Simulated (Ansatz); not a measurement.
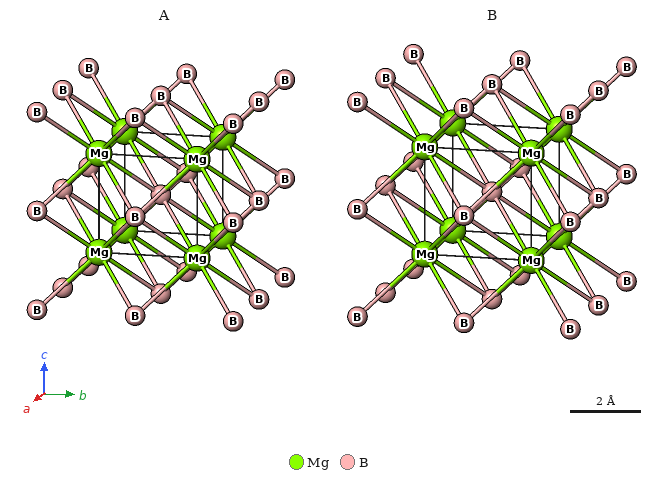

Two geometries of crystalline MgB (a generated structure, set up in Pm-3m) (coarse preliminary run), drawn at one scale. One is the start of a relaxation, the other its converged end. A ball-and-stick model of the cell of the calculation, seen slightly off an axis.

The calculation used Ansatz, DFT PBE, scalar-relativistic, plane waves, PAW. Settings: plane-wave cutoff 420 eV; k-point mesh 6 × 6 × 6; occupations gaussian; smearing width 0.1 eV; no spin polarisation; cell and atoms relaxed; force threshold 0.05 eV/Å; at most 60 steps.

### Which one is relaxed?

Structure A is the relaxed one. Case: Tl → B on all its sites, cell and atoms relaxed. The atoms keep their places relative to the cell (all moves are under 0.005 Å). Cell: a = b = c 3.147 → 2.899 Å (−7.9 %). Volume −21.8 %. Some distances before and after: B–Mg 2.725 → 2.510 Å. The space group stays Pm-3m (No. 221). After 3 accepted moves (4 points after the start) the energy has fallen by 0.345 eV per cell of the calculation. All forces vanish by symmetry, so only the cell relaxes. Pressure: −12.98 GPa at the start and −0.18 GPa at the end. At 1 point the geometry stayed and the basis and grid were re-selected for the new cell (energy shift of 1.4 meV per cell of the calculation at most each time).
